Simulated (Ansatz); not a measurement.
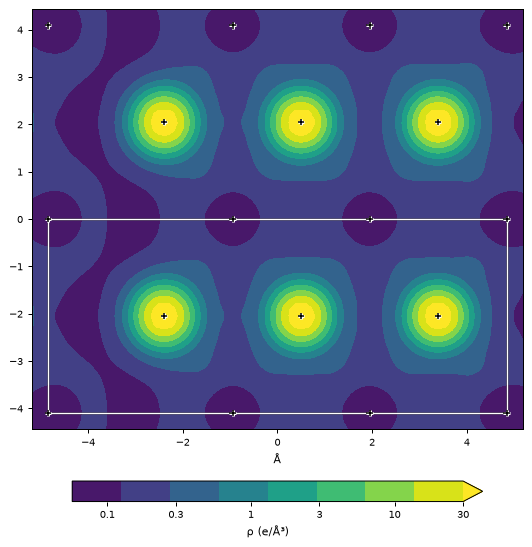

The valence charge density (pseudo) on a plane through atoms (crosses mark nuclei in the plane).

All numbers below come from DFT PBE, scalar-relativistic, plane waves, PAW (Ansatz 0.2.0).

Candidates:
A. AlNi, a = 2.89 Å, b = 2.89 Å, c = 9.68 Å, α = 90.00°, β = 90.00°, γ = 90.00°. Space group P4mm; not relaxed (largest force 1.1 eV/Å); computed pressure about −7 GPa in this cell; computed without spin polarisation.
B. SiO2, a = 4.24 Å, b = 4.24 Å, c = 2.69 Å, α = 90.00°, β = 90.00°, γ = 90.00°. Space group P4₂/mnm; a structure from a database of computed crystals, not necessarily the ambient phase.
C. ZnS, a = 5.41 Å, b = 5.41 Å, c = 5.41 Å, α = 90.00°, β = 90.00°, γ = 90.00°. Space group F-43m.

### Which system is this?

Candidate A: AlNi on the (110) plane of the conventional cell, which holds Al and Ni. Al–Ni (2.51 Å): the density is about 0.29 e/Å³ at the midpoint.
